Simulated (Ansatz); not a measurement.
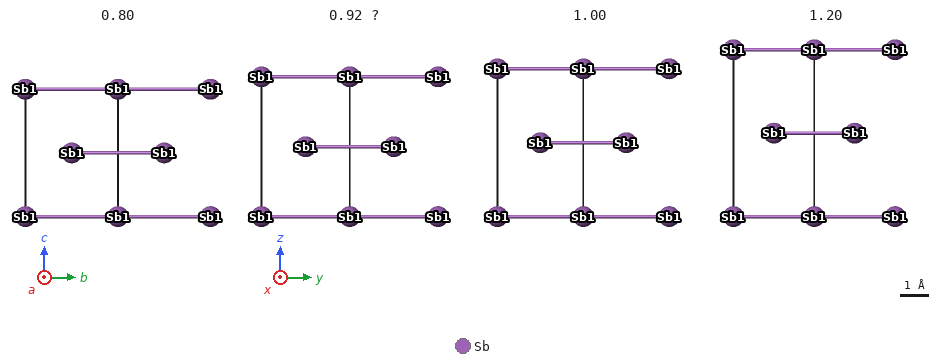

A scan of a crystal of Sb (I4/mmm): the ratio of the cell's length along z to its lengths across, counted as 1 for the reference, is changed at fixed volume (a c/a path), with the atoms kept at their fractional coordinates. x, y and z are the Cartesian axes of the input. The picture is a ball-and-stick view of the conventional cell (2 times the calculation's cell), repeated 2 × 2 × 1 with one cell outlined, seen along the a axis. Lengths and directions refer to the drawn axes.

Method: Ansatz, DFT PBE, scalar-relativistic, plane waves, PAW. Settings: plane-wave cutoff 420 eV; k-point mesh 24 × 24 × 24; occupations gaussian; smearing width 0.15 eV; no spin polarisation. Energies (free energies at the smearing named) are counted from the cell as listed in its source, which wasn't relaxed.

```json
{"axial ratio over its reference value": "0.80", "energy change (meV/atom)": "14.4"}
{"axial ratio over its reference value": "0.85", "energy change (meV/atom)": "14.4"}
{"axial ratio over its reference value": "0.92", "energy change (meV/atom)": "?"}
{"axial ratio over its reference value": "0.96", "energy change (meV/atom)": "1.2"}
{"axial ratio over its reference value": "1.00", "energy change (meV/atom)": "0.0"}
{"axial ratio over its reference value": "1.05", "energy change (meV/atom)": "4.8"}
{"axial ratio over its reference value": "1.10", "energy change (meV/atom)": "18.7"}
{"axial ratio over its reference value": "1.20", "energy change (meV/atom)": "72.0"}
```

Question: Fill in the missing row.

Answer: A straight line between the two neighbours gives 6.0 meV/atom. A cubic through the four nearest rows (0.80, 0.85, 0.96, 1.00) gives, with Lagrange weights, (−0.1400)(14.4) + (0.4655)(14.4) + (0.9545)(1.2) + (−0.2800)(0.0) = 5.8 meV/atom. The calculation gives 5.4 meV/atom, so the cubic is 0.4 meV/atom too high and the straight line 0.6 meV/atom too high, as the curve bends upwards here.

The whole profile:

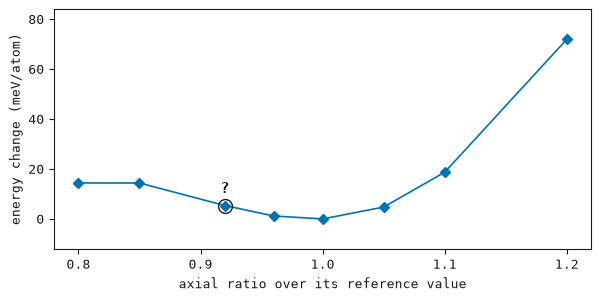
